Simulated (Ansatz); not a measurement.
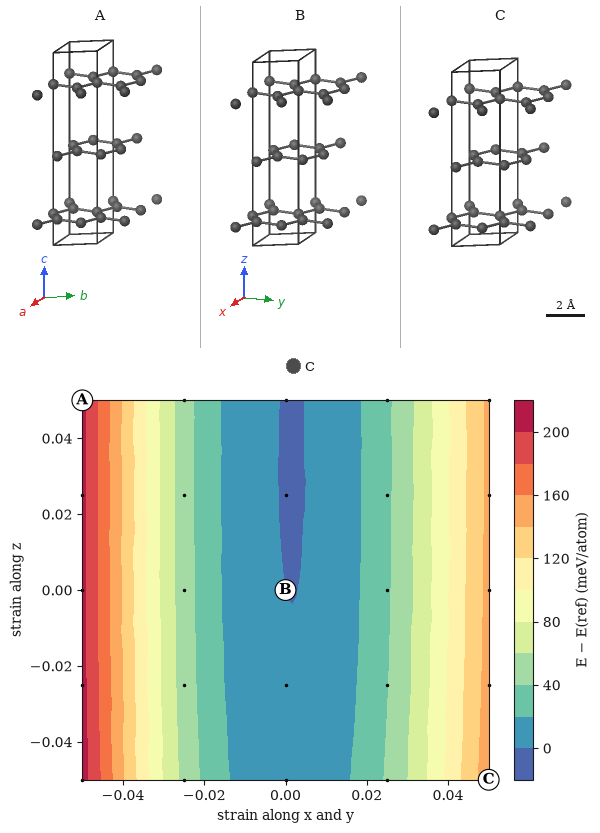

A scan of solid C (R-3m): the cell is strained equally along x and y and separately along z, with the atoms kept at their fractional coordinates. x, y and z are the Cartesian axes of the input. The map is interpolated between the computed points (dots). The lettered frames are marked on it. Style: ball-and-stick. Shown: the conventional cell (3 times the calculation's cell), repeated 2 × 2 × 1 with one cell outlined, slightly off an axis. Lengths and directions refer to the drawn axes.

Theory: DFT PBEsol, scalar-relativistic, plane waves, PAW (Ansatz). Set-up: plane-wave cutoff 420 eV; k-point mesh 15 × 15 × 15; occupations gaussian; smearing width 0.05 eV; no spin polarisation. Energies (free energies at the smearing named) are counted from the cell as listed in its source, which wasn't relaxed.

### Where is the lowest point of the map, and what else does it tell?

In pairs of (strain along x and y; strain along z): the lowest computed point lies at (0.000, 0.025) (−0.6 meV/atom), the highest at (−0.050, −0.050) (208.5 meV/atom).  Over the ranges scanned the energy rises more along the first axis, the in-plane strain. The pressure runs from −33.4 GPa at (0.050, −0.050) to 58.7 GPa at (−0.050, −0.050). The frames lie at A (−0.050, 0.050): 204.5 meV/atom, B (0.000, 0.000): 0.0 meV/atom, C (0.050, −0.050): 151.4 meV/atom.
